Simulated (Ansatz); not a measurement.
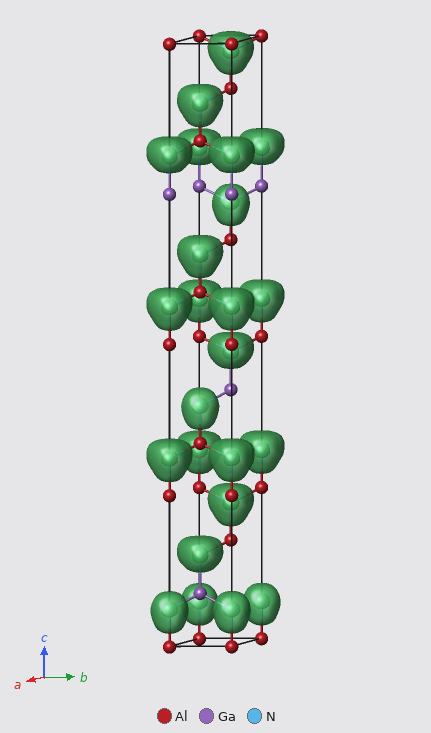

Figure. Al₃GaN₄. Isosurface of the ELF at 0.65 (green), seen at an oblique angle. Only the valence region is drawn (cores and ρ < 0.01 e/Å³ removed). Sticks mark near contacts.

Space group R3m; started from the ordered alloy on zincblende lattice prototype, which need not be the ambient phase.

Theory: DFT, r2SCAN, plane waves, PAW (Ansatz 0.2.0).

> Where are the electrons localised?

The surface consists of twelve regions on N in which the atom's valence shell and bonds are merged, counted in one cell of 24 atoms. Any copies at cell faces, edges or corners count once.

Values along the shortest contacts:
Al–N (1.88 Å): the ELF peaks at about 0.90 in the valence shell of N, 0.7 Å from its nucleus, and is about 0.90 at the midpoint. Ga–N (1.93 Å): the ELF peaks at about 0.85 in the valence shell of N, 0.6 Å from its nucleus, and is about 0.50 at the midpoint.

> Does the calculation give a band gap?

It is gapped, with a Kohn–Sham gap of 3.5 eV on the k-point mesh (the band edges may lie off the mesh, which would make the gap smaller).
